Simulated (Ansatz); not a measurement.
Run report: Si16H (charge +1), geometry relaxation (part 2 of 3)

Continued. System: Si16H (defect cell, 17 atoms in the cell, total charge +1). Method: DFT PBE, scalar-relativistic, plane waves, PAW, no spin polarisation (Ansatz 0.2.0); cutoff 420 eV, 2×2×2 k-mesh, Gaussian smearing of 0.05 eV. It belongs to a series of runs on one base structure; here: end point B relaxed.

Geometry of the input (Å; fractional positions):
```
0.0000  5.4300  5.4300
5.4300  0.0000  5.4300
5.4300  5.4300  0.0000
Si 0.0000  0.0000  0.0000
Si 0.1250  0.1250  0.1250
Si -0.0000  0.0000  0.5000
Si 0.1250  0.1250  0.6250
Si -0.0000  0.5000  0.0000
Si 0.1250  0.6250  0.1250
Si -0.0000  0.5000  0.5000
Si 0.1250  0.6250  0.6250
Si 0.5000  -0.0000  0.0000
Si 0.6250  0.1250  0.1250
Si 0.5000  0.0000  0.5000
Si 0.6250  0.1250  0.6250
Si 0.5000  0.5000  0.0000
Si 0.6250  0.6250  0.1250
Si 0.5000  0.5000  0.5000
Si 0.6250  0.6250  0.6250
H  0.3625  0.3808  0.3805
```

Log, continued:
```
SCF iter   1: F=—  HF=-10192.481336 eV  |F-HF|=—  |Δ(HF+E_count)|=         —  Δρ=7.24e-3  dr2=1.51e-1  ethr=2.36e-4  ⟨swp⟩=1.8  Hψ=1555  notcnv=0  defer=68
preconditioner: auto → Resta (q_TF=auto, 2.086 Å⁻¹)  ε∞=5.2  [insulator: Δε(μ)=0.273 eV  Ē_g=8.073 eV  σ=0.050 eV  W_gap=1.00  n_scr=58 (ndim 8)  ℏωp=16.6 eV  f_vac=0.000  D(μ)=0.00/eV (n_scr^D=0)  ε∞_Penn≈5.2]
SCF iter   2: F=—  HF=-10192.461059 eV  |F-HF|=—  |Δ(HF+E_count)|=   2.03e-2  Δρ=3.91e-3  dr2=3.55e-2  ethr=2.36e-4  ⟨swp⟩=2.0  Hψ=371  notcnv=0  defer=68
SCF iter   3: F=—  HF=-10192.457491 eV  |F-HF|=—  |Δ(HF+E_count)|=   3.57e-3  Δρ=5.03e-4  dr2=6.95e-4  ethr=5.54e-5  ⟨swp⟩=2.6  Hψ=603  notcnv=0  defer=68
SCF iter   4: F=-10192.457552 eV  HF=-10192.457541 eV  |F-HF|=1.11e-5  |Δ(HF+E_count)|=   5.05e-5  Δρ=9.14e-5  dr2=3.06e-5  ethr=1.56e-7  ⟨swp⟩=3.0  Hψ=1407  notcnv=0
SCF 8 converged in 4 iterations: F = -10192.457552 eV  dr2 = 3.06e-5
  greatest PAW one-centre occupation: 0.638 electrons in one spin orbital (limit 2), on the Si atom at site 6 (counted from 0), in its partial waves of l = 0
relax step   8: F+E_penalty+E_count = -10192.45755214 eV  Δ(F+E_penalty+E_count) = -1.201e-1 eV  max|allowed force component| = 7.882e-1 eV/Å  Δτ_max = 0.1925 Å  (4 SCF iters, dr2 threshold 1.00e-4 eV, accepted)
SCF iter   1: F=—  HF=-10192.644325 eV  |F-HF|=—  |Δ(HF+E_count)|=         —  Δρ=6.69e-3  dr2=1.06e-1  ethr=1.44e-3  ⟨swp⟩=4.9  Hψ=1069  notcnv=0  defer=68
preconditioner: auto → Resta (q_TF=auto, 2.086 Å⁻¹)  ε∞=5.2  [insulator: Δε(μ)=0.189 eV  Ē_g=8.074 eV  σ=0.050 eV  W_gap=0.99  n_scr=58 (ndim 8)  ℏωp=16.6 eV  f_vac=0.000  D(μ)=0.17/eV (n_scr^D=0)  ε∞_Penn≈5.2]
SCF iter   2: F=—  HF=-10192.625944 eV  |F-HF|=—  |Δ(HF+E_count)|=   1.84e-2  Δρ=3.59e-3  dr2=2.77e-2  ethr=1.65e-4  ⟨swp⟩=1.9  Hψ=488  notcnv=0  defer=68
SCF iter   3: F=—  HF=-10192.620901 eV  |F-HF|=—  |Δ(HF+E_count)|=   5.04e-3  Δρ=2.80e-4  dr2=2.99e-4  ethr=4.33e-5  ⟨swp⟩=2.0  Hψ=509  notcnv=0  defer=68
SCF iter   4: F=-10192.620930 eV  HF=-10192.620928 eV  |F-HF|=2.04e-6  |Δ(HF+E_count)|=   2.73e-5  Δρ=8.50e-5  dr2=2.83e-5  ethr=1.56e-7  ⟨swp⟩=3.0  Hψ=1404  notcnv=0
SCF 9 converged in 4 iterations: F = -10192.620930 eV  dr2 = 2.83e-5
  greatest PAW one-centre occupation: 0.641 electrons in one spin orbital (limit 2), on the Si atom at site 7 (counted from 0), in its partial waves of l = 0
relax step   9: F+E_penalty+E_count = -10192.62093019 eV  Δ(F+E_penalty+E_count) = -1.634e-1 eV  max|allowed force component| = 2.083e-1 eV/Å  Δτ_max = 0.1968 Å  (4 SCF iters, dr2 threshold 1.00e-4 eV, accepted)
SCF iter   1: F=—  HF=-10192.651518 eV  |F-HF|=—  |Δ(HF+E_count)|=         —  Δρ=6.76e-3  dr2=8.84e-2  ethr=2.09e-3  ⟨swp⟩=4.0  Hψ=1043  notcnv=0  defer=69
preconditioner: auto → Resta (q_TF=auto, 2.086 Å⁻¹)  ε∞=5.2  [insulator: Δε(μ)=0.171 eV  Ē_g=8.075 eV  σ=0.050 eV  W_gap=0.98  n_scr=58 (ndim 8)  ℏωp=16.6 eV  f_vac=0.000  D(μ)=0.31/eV (n_scr^D=0)  ε∞_Penn≈5.2]
SCF iter   2: F=—  HF=-10192.643746 eV  |F-HF|=—  |Δ(HF+E_count)|=   7.77e-3  Δρ=3.76e-3  dr2=2.76e-2  ethr=1.38e-4  ⟨swp⟩=1.8  Hψ=479  notcnv=0  defer=69
SCF iter   3: F=—  HF=-10192.640790 eV  |F-HF|=—  |Δ(HF+E_count)|=   2.96e-3  Δρ=1.89e-4  dr2=1.21e-4  ethr=4.31e-5  ⟨swp⟩=2.0  Hψ=405  notcnv=0  defer=69
SCF iter   4: F=—  HF=-10192.640840 eV  |F-HF|=—  |Δ(HF+E_count)|=   4.99e-5  Δρ=6.90e-5  dr2=1.54e-5  ethr=1.89e-7  ⟨swp⟩=2.0  Hψ=560  notcnv=0  defer=69
SCF iter   5: F=-10192.640850 eV  HF=-10192.640850 eV  |F-HF|=1.50e-7  |Δ(HF+E_count)|=   9.86e-6  Δρ=1.27e-5  dr2=9.69e-7  ethr=4.73e-9  ⟨swp⟩=4.6  Hψ=1200  notcnv=0
SCF 10 converged in 5 iterations: F = -10192.640850 eV  dr2 = 9.69e-7
relax step  10: F+E_penalty+E_count = -10192.64085033 eV  Δ(F+E_penalty+E_count) = -1.992e-2 eV  max|allowed force component| = 1.061e-1 eV/Å  Δτ_max = 0.2000 Å  (5 SCF iters, dr2 threshold 3.03e-6 eV, accepted)
SCF iter   1: F=—  HF=-10192.643311 eV  |F-HF|=—  |Δ(HF+E_count)|=         —  Δρ=1.19e-3  dr2=3.02e-3  ethr=4.49e-5  ⟨swp⟩=3.9  Hψ=916  notcnv=0  defer=68
preconditioner: auto → Resta (q_TF=auto, 2.086 Å⁻¹)  ε∞=5.2  [insulator: Δε(μ)=0.193 eV  Ē_g=8.078 eV  σ=0.050 eV  W_gap=0.99  n_scr=58 (ndim 8)  ℏωp=16.6 eV  f_vac=0.000  D(μ)=0.17/eV (n_scr^D=0)  ε∞_Penn≈5.2]
SCF iter   2: F=—  HF=-10192.643025 eV  |F-HF|=—  |Δ(HF+E_count)|=   2.85e-4  Δρ=6.63e-4  dr2=9.29e-4  ethr=4.72e-6  ⟨swp⟩=1.0  Hψ=456  notcnv=0  defer=68
SCF iter   3: F=—  HF=-10192.642906 eV  |F-HF|=—  |Δ(HF+E_count)|=   1.20e-4  Δρ=4.02e-5  dr2=6.84e-6  ethr=1.45e-6  ⟨swp⟩=2.0  Hψ=434  notcnv=0  defer=68
SCF iter   4: F=—  HF=-10192.642890 eV  |F-HF|=—  |Δ(HF+E_count)|=   1.54e-5  Δρ=1.29e-5  dr2=8.74e-7  ethr=1.07e-8  ⟨swp⟩=2.2  Hψ=590  notcnv=0  defer=68
SCF iter   5: F=-10192.642891 eV  HF=-10192.642891 eV  |F-HF|=1.62e-8  |Δ(HF+E_count)|=   3.05e-7  Δρ=2.89e-6  dr2=5.12e-8  ethr=1.56e-10  ⟨swp⟩=3.1  Hψ=1479  notcnv=0
SCF 11 converged in 5 iterations: F = -10192.642891 eV  dr2 = 5.12e-8
  greatest PAW one-centre occupation: 0.641 electrons in one spin orbital (limit 2), on the Si atom at site 6 (counted from 0), in its partial waves of l = 0
relax step  11: F+E_penalty+E_count = -10192.64289056 eV  Δ(F+E_penalty+E_count) = -2.040e-3 eV  max|allowed force component| = 3.603e-2 eV/Å  Δτ_max = 0.0325 Å  (5 SCF iters, accepted)
SCF iter   1: F=—  HF=-10192.643492 eV  |F-HF|=—  |Δ(HF+E_count)|=         —  Δρ=5.62e-4  dr2=7.43e-4  ethr=1.10e-5  ⟨swp⟩=2.5  Hψ=848  notcnv=0  defer=68
preconditioner: auto → Resta (q_TF=auto, 2.086 Å⁻¹)  ε∞=5.2  [insulator: Δε(μ)=0.180 eV  Ē_g=8.079 eV  σ=0.050 eV  W_gap=0.99  n_scr=58 (ndim 8)  ℏωp=16.6 eV  f_vac=0.000  D(μ)=0.26/eV (n_scr^D=0)  ε∞_Penn≈5.2]
SCF iter   2: F=—  HF=-10192.643398 eV  |F-HF|=—  |Δ(HF+E_count)|=   9.37e-5  Δρ=3.11e-4  dr2=2.31e-4  ethr=1.16e-6  ⟨swp⟩=1.0  Hψ=456  notcnv=0  defer=68
SCF iter   3: F=—  HF=-10192.643356 eV  |F-HF|=—  |Δ(HF+E_count)|=   4.18e-5  Δρ=2.03e-5  dr2=1.77e-6  ethr=3.62e-7  ⟨swp⟩=2.2  Hψ=537  notcnv=0  defer=68
SCF iter   4: F=—  HF=-10192.643334 eV  |F-HF|=—  |Δ(HF+E_count)|=   2.21e-5  Δρ=5.45e-6  dr2=1.95e-7  ethr=1.56e-10  ⟨swp⟩=5.2  Hψ=1362  notcnv=0
SCF iter   5: F=-10192.643334 eV  HF=-10192.643334 eV  |F-HF|=2.62e-9  |Δ(HF+E_count)|=   5.09e-8  Δρ=1.41e-6  dr2=1.33e-8  ethr=1.56e-10  ⟨swp⟩=4.0  Hψ=1157  notcnv=0
SCF 12 converged in 5 iterations: F = -10192.643334 eV  dr2 = 1.33e-8
relax step  12: F+E_penalty+E_count = -10192.64333434 eV  Δ(F+E_penalty+E_count) = -4.438e-4 eV  max|allowed force component| = 1.533e-2 eV/Å  Δτ_max = 0.0178 Å  (5 SCF iters, accepted)
```

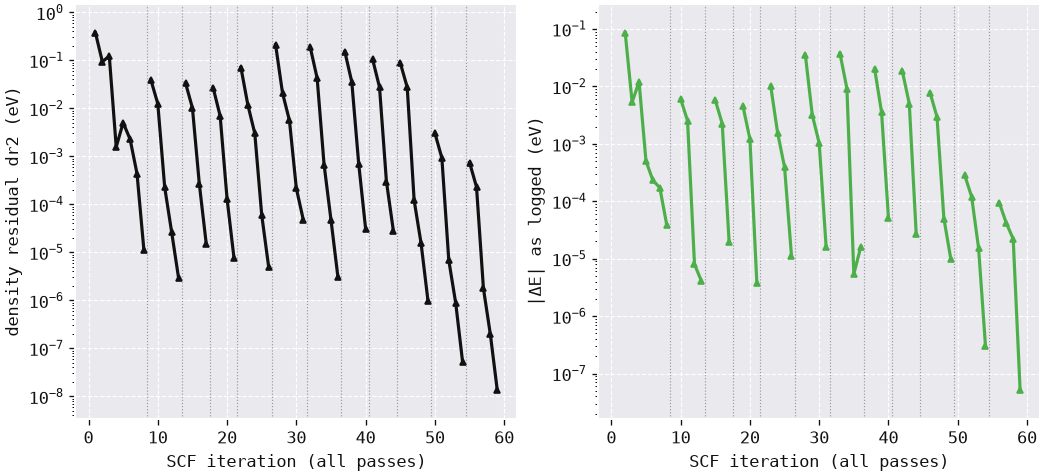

Convergence of the self-consistent field: density residual dr2 and size of the energy change against the SCF iteration. The dotted lines part the SCF passes of the relaxation: geometry steps, rejected trials and re-solves on a re-selected basis. The 12 passes take 4 to 8 iterations each, 59 in all.

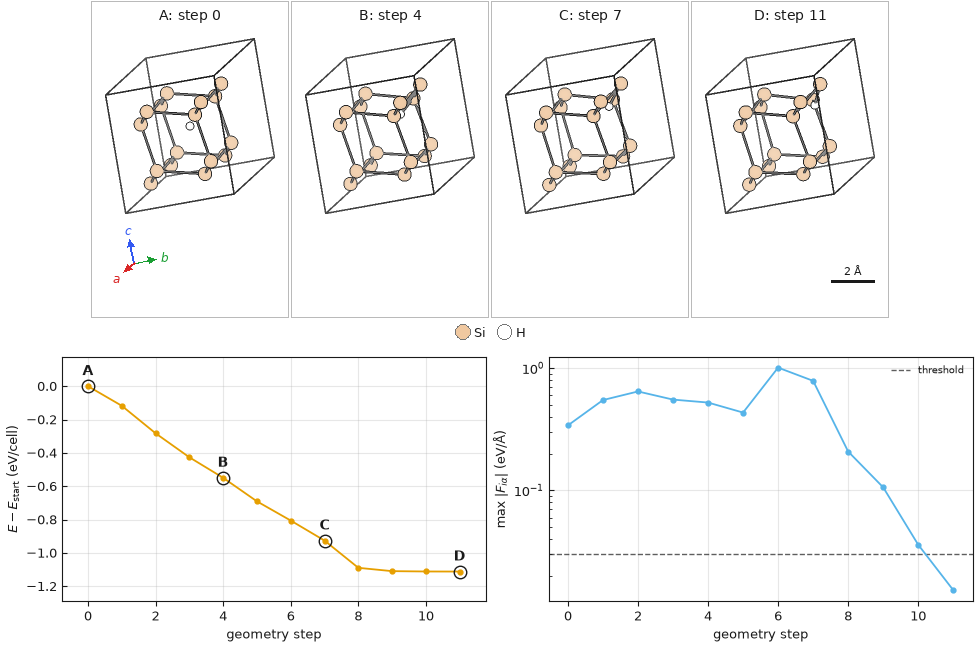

Frames of the relaxation (ball-and-stick view of the cell of the calculation (origin shifted), seen slightly off an axis) above the curves, on which the letters mark them (the first geometry is step 0 here and step 1 in the log).

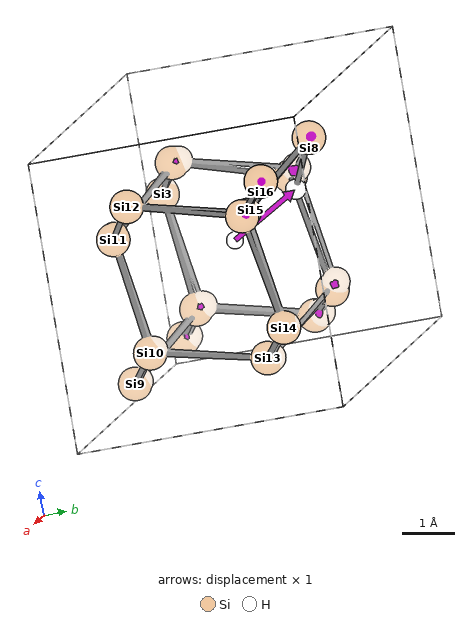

Start (faint) and end (solid) with the displacements as pink arrows, at true length (ball-and-stick view of the cell of the calculation (origin shifted), seen slightly off an axis). After 11 geometry steps the energy has fallen by 1.112 eV per cell of the calculation. Largest force component: 0.34 eV/Å at the start, 0.015 eV/Å at the end. The atom that moves furthest is H17 (1.53 Å). Largest moves by element: H 1.53 Å, Si 0.34 Å. The cell stays as it was. Among the contacts that change: Si8–H17 2.655 → 1.607 Å, Si7–H17 2.273 → 1.607 Å, Si7–Si8 2.351 → 2.937 Å, Si3–Si8 2.351 → 2.323 Å. New bonds form: Si7–H17 (2.27 → 1.61 Å), Si8–H17 (2.65 → 1.61 Å). Among the angles that change: Si7–Si16–Si15 109.5° → 95.8°, Si4–Si3–Si8 109.5° → 99.7°, Si8–Si15–Si16 109.5° → 103.3°. (Atoms are counted from 1 in the order of the input.)

```
SCF converged after 5 iterations
Free energy (F): -10192.643334 eV
Harris-Foulkes:  -10192.643334 eV  (|F-HF|=2.62e-9)
Internal energy: -10192.643051 eV  (E = F + TS)
E sigma→0 (E₀):  -10192.643193 eV
Entropy (-TS):   -0.000283 eV (-0.017 meV/atom)
Fermi energy:    6.313295 eV
--- Per-component energies (eV) ---
  E_band       = 73.575479
  E_kinetic    = 656.636426
  E_local      = -454.906972  (includes V_loc(G=0)·N_el)
  E_nonlocal   = 414.623639
  E_hartree    = 124.294975
  E_xc         = -884.871114
  E_vxc        = -750.417400  (∫ρ·V_xc dr)
  E_paw        = -8205.705110  (= ΣΔE_a)
  E_vpaw       = -40.948816  (= ΣTr[D̂ρ^β])
  E_aug_tail   = -0.001177  (compensation charges beyond the density's cutoff)
  E_ewald      = -1842.713718
  E_smearing   = -0.000283  (= −TS)
  E_closure    = 0.000000  (closes the sum)
  E_deformation_potential = 12.670618  (in the stress; not in F)
  Σ components = -10192.643334   (vs F -10192.643334, Δ=0.00e0)
--- Forces (eV/Å), atoms counted from 1 ---
  atom   1  Si    -0.00920085     0.00615594    -0.00275922
  atom   2  Si     0.00183435    -0.01073875    -0.00672912
  atom   3  Si    -0.00433848     0.01532740     0.01065016
  atom   4  Si     0.01381890    -0.00566791    -0.00132737
  atom   5  Si     0.00044107     0.01040618     0.01384872
  atom   6  Si     0.00821590     0.00030649    -0.00452027
  atom   7  Si    -0.00679699    -0.00667227     0.00815031
  atom   8  Si     0.00167457    -0.00896004    -0.00877197
  atom   9  Si     0.00892463     0.00369718    -0.00229825
  atom  10  Si     0.00012471     0.00283334     0.01072218
  atom  11  Si    -0.00561138    -0.00458524    -0.00890664
  atom  12  Si    -0.00576267     0.00055106     0.00072855
  atom  13  Si     0.00122442    -0.00971547    -0.00717198
  atom  14  Si    -0.01113204    -0.00275558    -0.00283942
  atom  15  Si     0.01209341    -0.00237494     0.00214906
  atom  16  Si    -0.00475393     0.01222179     0.00244089
  atom  17  H     -0.00076140    -0.00003366    -0.00335261
  max |Σ_I F_I| component: 1.30e-5 eV/Å
--- Relaxed structure (12 steps of the walk, 12 accepted, 0 SCFs on fresh bases) ---
  F+E_penalty+E_count = -10192.64333434 eV   max|allowed force component| = 1.533e-2 eV/Å
  atoms:
    - { symbol: Si, position: [0.008168045810798856, -0.015393796335253467, -0.0032744225323169444] }
    - { symbol: Si, position: [0.14017883998660433, 0.1042743103181365, 0.11814187056014235] }
    - { symbol: Si, position: [0.008040229049703631, -0.0030089060133116157, 0.49125809819634253] }
    - { symbol: Si, position: [0.14070069726438306, 0.10625295378321832, 0.6234915604260799] }
    - { symbol: Si, position: [0.002321685303749904, 0.47686880006919685, -0.006912623376104515] }
    - { symbol: Si, position: [0.13421922435085826, 0.6112911105425953, 0.10151924820325303] }
    - { symbol: Si, position: [0.001890886189323926, 0.4737844465621161, 0.47400832327818243] }
    - { symbol: Si, position: [0.15834752304052885, 0.6296168925492258, 0.6300726276460624] }
    - { symbol: Si, position: [0.5123026898339709, -0.010910094338317744, -0.003909579699603621] }
    - { symbol: Si, position: [0.6356954944823845, 0.11463269402166881, 0.11959606308501575] }
    - { symbol: Si, position: [0.5137721340653383, -0.0005228069877304953, 0.4917351679908241] }
    - { symbol: Si, position: [0.6349789238681833, 0.11917226572246759, 0.6237776067799887] }
    - { symbol: Si, position: [0.5077994323791262, 0.48712434132922944, 0.002231445853169922] }
    - { symbol: Si, position: [0.6297004905406332, 0.6167078404231974, 0.12438603788335456] }
    - { symbol: Si, position: [0.5306331912217481, 0.492201291941133, 0.4977829866534834] }
    - { symbol: Si, position: [0.6387992643080239, 0.6269128022415774, 0.6294928307833952] }
    - { symbol: H, position: [0.16499204830464115, 0.5517482341708515, 0.4670747282687318] }
```

Trajectory as extended XYZ (Å, eV, eV/Å), 12 frames, from step=1 to step=12:
```
17
Lattice="0.0000 5.4300 5.4300 5.4300 0.0000 5.4300 5.4300 5.4300 0.0000" Properties=species:S:1:pos:R:3:forces:R:3 step=1 energy=-10191.53133
Si    0.0000    0.0000    0.0000    0.0039   0.0013   0.0022
Si    1.3575    1.3575    1.3575    0.0034  -0.0157  -0.0169
Si    2.7150    2.7150    0.0000    0.0111   0.0181  -0.0027
Si    4.0725    4.0725    1.3575   -0.0025  -0.0103  -0.0266
Si    2.7150    0.0000    2.7150    0.0116  -0.0039   0.0199
Si    4.0725    1.3575    4.0725   -0.0028  -0.0254  -0.0111
Si    5.4300    2.7150    2.7150   -0.3407   0.3141   0.3127
Si    6.7875    4.0725    4.0725    0.0118  -0.0053  -0.0065
Si    0.0000    2.7150    2.7150    0.0049   0.0117   0.0130
Si    1.3575    4.0725    4.0725   -0.0413  -0.0053  -0.0056
Si    2.7150    5.4300    2.7150    0.1879  -0.1843   0.2274
Si    4.0725    6.7875    4.0725   -0.0018   0.0211  -0.0002
Si    2.7150    2.7150    5.4300    0.1891   0.2303  -0.1854
Si    4.0725    4.0725    6.7875   -0.0023   0.0005   0.0196
Si    5.4300    5.4300    5.4300   -0.2782  -0.2044  -0.2042
Si    6.7875    6.7875    6.7875    0.0431  -0.0311  -0.0303
H     4.1334    4.0346    4.0361    0.2029  -0.1114  -0.1052
```
